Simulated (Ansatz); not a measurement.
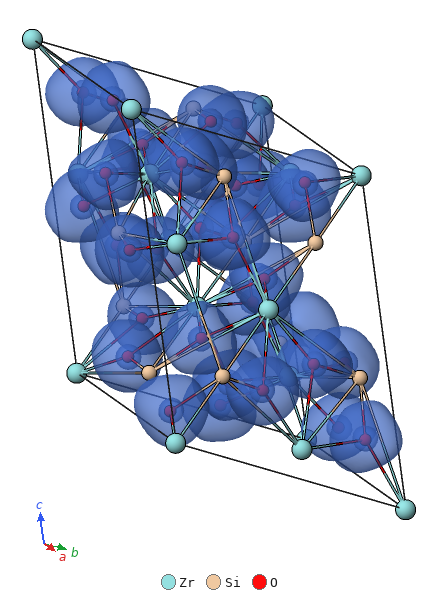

The picture shows: Zr8Si9O31 (cell with a defect). Isosurface of the electron localisation function at 0.65 (blue), seen slightly off an axis. Core shells and regions of very low density are left out. Sticks mark near contacts.

Theory: DFT PBE, scalar-relativistic, plane waves, PAW in Ansatz 0.2.0.

In a PAW calculation such maps are meaningful between the atoms, not at the nuclei.

Input file:

```
crystal:
  lattice:
    - [0.0, 6.6775196062, -6.0234747448]
    - [-6.6775196062, 0.0, 6.0234747448]
    - [6.6775196062, 0.0, 6.0234747448]
  atoms:
    - { symbol: Zr, position: [0.5, 0.75, 0.25] }
    - { symbol: Zr, position: [0.0, 0.5, 0.5] }
    - { symbol: Zr, position: [0.5, 0.25, 0.75] }
    - { symbol: Zr, position: [0.0, 0.0, 0.0] }
    - { symbol: Zr, position: [0.5, 0.375, 0.375] }
    - { symbol: Zr, position: [0.0, 0.125, 0.625] }
    - { symbol: Zr, position: [0.5, 0.875, 0.875] }
    - { symbol: Zr, position: [0.0, 0.625, 0.125] }
    - { symbol: Si, position: [0.5, 0.0, 0.5] }
    - { symbol: Si, position: [0.0, 0.75, 0.75] }
    - { symbol: Si, position: [0.5, 0.5, 0.0] }
    - { symbol: Si, position: [0.0, 0.25, 0.25] }
    - { symbol: Si, position: [1.0, 0.875, 0.375] }
    - { symbol: Si, position: [0.5, 0.625, 0.625] }
    - { symbol: Si, position: [1.0, 0.375, 0.875] }
    - { symbol: Si, position: [0.5, 0.125, 0.125] }
    - { symbol: Si, position: [0.3162401041, 0.8179525789, 0.3179525789] }
    - { symbol: O, position: [0.8162401041, 0.5679525789, 0.5679525789] }
    - { symbol: O, position: [0.3162401041, 0.3179525789, 0.8179525789] }
    - { symbol: O, position: [0.8162401041, 0.0679525789, 0.0679525789] }
    - { symbol: O, position: [0.0, 0.6929525789, 0.3767124748] }
    - { symbol: O, position: [0.5, 0.4429525789, 0.6267124748] }
    - { symbol: O, position: [0.0, 0.1929525789, 0.8767124748] }
    - { symbol: O, position: [0.5, 0.9429525789, 0.1267124748] }
    - { symbol: O, position: [0.0, 0.8767124748, 0.1929525789] }
    - { symbol: O, position: [0.5, 0.6267124748, 0.4429525789] }
    - { symbol: O, position: [0.0, 0.3767124748, 0.6929525789] }
    - { symbol: O, position: [0.5, 0.1267124748, 0.9429525789] }
    - { symbol: O, position: [0.1837598959, 0.2517124748, 0.2517124748] }
    - { symbol: O, position: [0.6837598959, 0.0017124748, 0.5017124748] }
    - { symbol: O, position: [0.1837598959, 0.7517124748, 0.7517124748] }
    - { symbol: O, position: [0.6837598959, 0.5017124748, 0.0017124748] }
    - { symbol: O, position: [0.5, 0.1820474211, 0.4982875252] }
    - { symbol: O, position: [0.0, 0.9320474211, 0.7482875252] }
    - { symbol: O, position: [0.5, 0.6820474211, 0.9982875252] }
    - { symbol: O, position: [0.0, 0.4320474211, 0.2482875252] }
    - { symbol: O, position: [0.1837598959, 0.0570474211, 0.5570474211] }
    - { symbol: O, position: [0.6837598959, 0.8070474211, 0.8070474211] }
    - { symbol: O, position: [0.1837598959, 0.5570474211, 0.0570474211] }
    - { symbol: O, position: [0.6837598959, 0.3070474211, 0.3070474211] }
    - { symbol: O, position: [0.8162401041, 0.8732875252, 0.3732875252] }
    - { symbol: O, position: [0.3162401041, 0.6232875252, 0.6232875252] }
    - { symbol: O, position: [0.8162401041, 0.3732875252, 0.8732875252] }
    - { symbol: O, position: [0.3162401041, 0.1232875252, 0.1232875252] }
    - { symbol: O, position: [0.0, 0.2482875252, 0.4320474211] }
    - { symbol: O, position: [0.5, 0.9982875252, 0.6820474211] }
    - { symbol: O, position: [0.0, 0.7482875252, 0.9320474211] }
    - { symbol: O, position: [0.5, 0.4982875252, 0.1820474211] }
  host:
    lattice:
      - [-3.3387598031, 3.3387598031, 3.0117373724]
      - [3.3387598031, -3.3387598031, 3.0117373724]
      - [3.3387598031, 3.3387598031, -3.0117373724]
    atoms:
      - { symbol: Zr, position: [0.0, 0.0, 0.0] }
      - { symbol: Zr, position: [0.75, 0.25, 0.5] }
      - { symbol: Si, position: [0.5, 0.5, 0.0] }
      - { symbol: Si, position: [0.25, 0.75, 0.5] }
      - { symbol: O, position: [0.1359051578, 0.3196650537, 0.8162401041] }
      - { symbol: O, position: [0.0696650537, 0.7534249495, 0.6837598959] }
      - { symbol: O, position: [0.0696650537, 0.3859051578, 0.3162401041] }
      - { symbol: O, position: [0.5034249495, 0.3196650537, 0.1837598959] }
      - { symbol: O, position: [0.6803349463, 0.4965750505, 0.8162401041] }
      - { symbol: O, position: [0.6140948422, 0.9303349463, 0.6837598959] }
      - { symbol: O, position: [0.2465750505, 0.9303349463, 0.3162401041] }
      - { symbol: O, position: [0.6803349463, 0.8640948422, 0.1837598959] }
basis:
  ecutwfc: 420
  xc_grid: 2
kpoints:
  mp_grid: { grid: [2, 2, 2], shift: [0.5, 0.5, 0.5] }
hamiltonian:
  xc: pbe
scf:
  occupations: { method: gaussian, width: 0.01 }
output:
  forces: true
  stress: false
  eigenvalues: true
  charged_corrections:
    defect_position: [0.3162401, 0.81795258, 0.31795258]
    epsilon: [[13.9347, 0.0, 0.0], [0.0, 13.9347, 0.0], [0.0, 0.0, 12.8306]]
  write_density: true
  write_potential: true
  elf: true
  volumetric_format: npy
relax:
  adjacent_minimum: "off"
  f_tol: 0.025
  max_steps: 45
```

Command:

```sh
ansatz run input.yaml --threads 4 --pin off --max-ram 10240MiB --backend cpu --events-out ev --progress --plain --runs-dir out
```

The fields are those of the run's last geometry, not of the input's.

Where are the electrons localised?

At this value the surface marks out 31 regions on O in which the atom's valence shell and bonds are merged and one region on Si in which the atom's valence shell and bonds are merged, counted in one cell of 48 atoms. Any copies at cell faces, edges or corners count once. Profiles from the grid: Si–O (1.61 Å): the ELF peaks at about 0.85 between the atoms. Zr–O (2.01 Å): the ELF peaks at about 0.85 in the valence shell of O, 0.6 Å from its nucleus, and drops to about 0.20 between the two atoms: no localised pair shows between them.

Does the calculation make it a metal, or give it a gap?

It is gapped, with a Kohn–Sham gap of 0.51 eV on the k-point mesh (the band edges may lie off the mesh, which would make the gap smaller).
